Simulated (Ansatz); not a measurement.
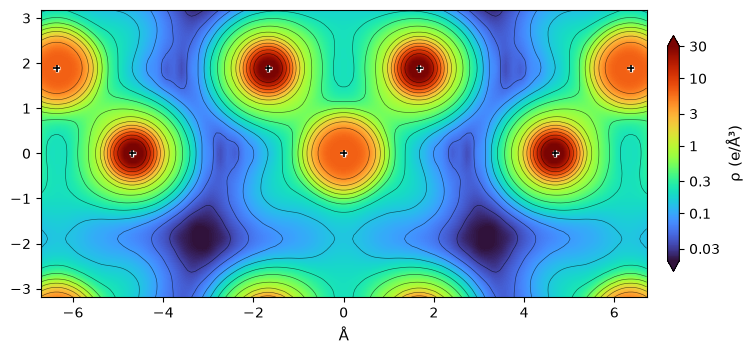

The valence pseudo-density on a plane through atoms (crosses mark nuclei in the plane).

These are results of DFT PBE+D3(BJ), scalar-relativistic, plane waves, PAW (Ansatz), not measurements.

Candidates:
A. Se, a = 4.07 Å, b = 4.07 Å, c = 5.13 Å, α = 90.00°, β = 90.00°, γ = 120.00°. Space group P3₁21.
B. MoSe$_{2}$, a = 3.28 Å, b = 3.28 Å, c = 12.73 Å, α = 90.00°, β = 90.00°, γ = 120.00°. Space group P6₃/mmc; computed without spin polarisation.
C. S, a = 4.32 Å, b = 4.32 Å, c = 4.43 Å, α = 90.00°, β = 90.00°, γ = 120.00°. Space group P3₁21.

Which candidate gave the map?

Answer. Candidate B: MoSe$_{2}$ on the (110) plane of the conventional cell, which holds Mo and Se. Mo–Se (2.53 Å): ρ is about 0.53 e/Å³ halfway.
